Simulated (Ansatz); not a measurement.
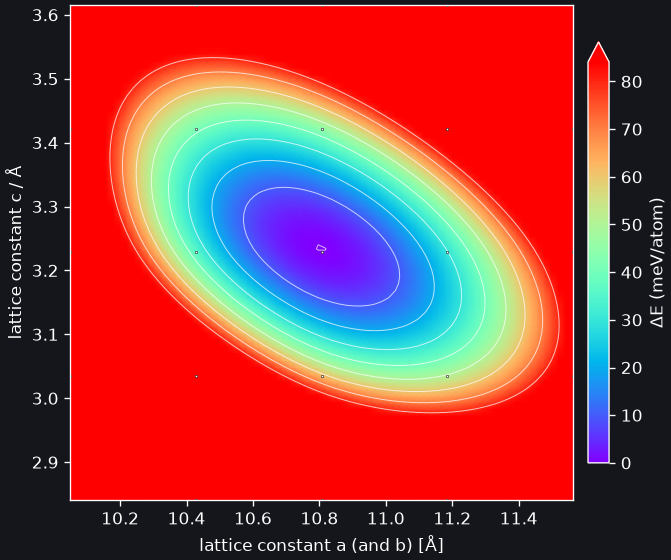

SnO2 (I4/m, No. 87; 12 atoms in the cell). The energy is mapped over the lattice constants a and c of the conventional cell. Coordinates scanned: (1) lattice constant a (and b); (2) lattice constant c. Nothing is relaxed (fractional coordinates fixed). Grid: 5 × 5 points. Points are written as (first, second). Energies are in meV/atom, from the lowest grid point. Method: DFT PBE, scalar-relativistic, plane waves, PAW in Ansatz. Settings: cutoff 520 eV, k-mesh 10×10×10, gaussian smearing 0.05 eV, no spin polarisation.

Drawn: a smooth colour map with a few white contour lines, dots at the grid points, one colour for all values above the top of the scale. Between grid points the surface is interpolated.

**Where is the minimum, and how stiff is the well along each coordinate?**

The interpolated minimum is at lattice constant a (and b) ≈ 10.807 Å, lattice constant c ≈ 3.228 Å. The curvatures there are about 5.4 eV/Å² and 33 eV/Å², with a cross term of about 6.6 eV/Å² (per cell of 12 atoms). Round the minimum the valley is somewhat tilted: raising lattice constant a (and b) shifts the best value of lattice constant c downwards (coupling k₁₂/√(k₁₁k₂₂) about 0.5).

PAW datasets: the set soft_1.
